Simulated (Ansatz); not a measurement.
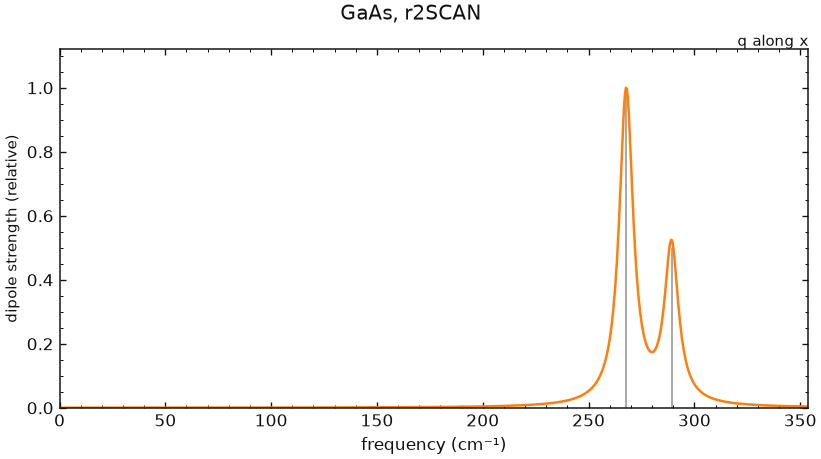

**Figure.** Polar optical modes, transverse and longitudinal, approaching the zone centre along x for GaAs, space group F-43m (No. 216) (cell built by us, not taken from a database). Lines are broadened by Lorentzians of 8 cm⁻¹ full width; the spectrum is scaled to its strongest line.

The transverse (TO, twofold) lines lie at 267.8 and the longitudinal (LO) ones at 289.2 cm⁻¹, the same along x, y and z by the cubic symmetry.

Method: optical phonons of an insulator on the approach to the zone centre along x, y and z with the field of polar modes, imaginary frequencies are negative, field response on a mesh refined by the program; plane waves with PAW datasets (Ansatz 0.2.0). Level: r2SCAN, no spin polarisation.

wave cutoff 500 eV; k mesh 8×8×8; occupations fixed; pressure 0.6 GPa.

Starting cell:
```
Ga As
1.0
     0.00000    2.82590    2.82590
     2.82590    0.00000    2.82590
     2.82590    2.82590    0.00000
Ga As
1 1
Direct
  0.00000 0.00000 0.00000
  0.25000 0.25000 0.25000
```

Keep in mind: field response not converged on the k mesh.

Input file:
```
crystal:
  lattice:
    - [0.0, 2.8259, 2.8259]
    - [2.8259, 0.0, 2.8259]
    - [2.8259, 2.8259, 0.0]
  atoms:
    - { symbol: Ga, position: [0.0, 0.0, 0.0] }
    - { symbol: As, position: [0.25, 0.25, 0.25] }
basis:
  ecutwfc: 500
kpoints:
  mp_grid: { grid: [8, 8, 8] }
hamiltonian:
  xc: r2scan
scf:
  occupations: { method: fixed }
output:
  eigenvalues: true
phonons:
  method: dfpt
  dielectric: true
  rigid_motions: translations
  eigenvectors: true
```

Launched with:
```bash
ansatz run input.yaml --threads 1 --pin off --max-ram 4096MiB --backend cpu --events-out ev --progress --plain --runs-dir out
```
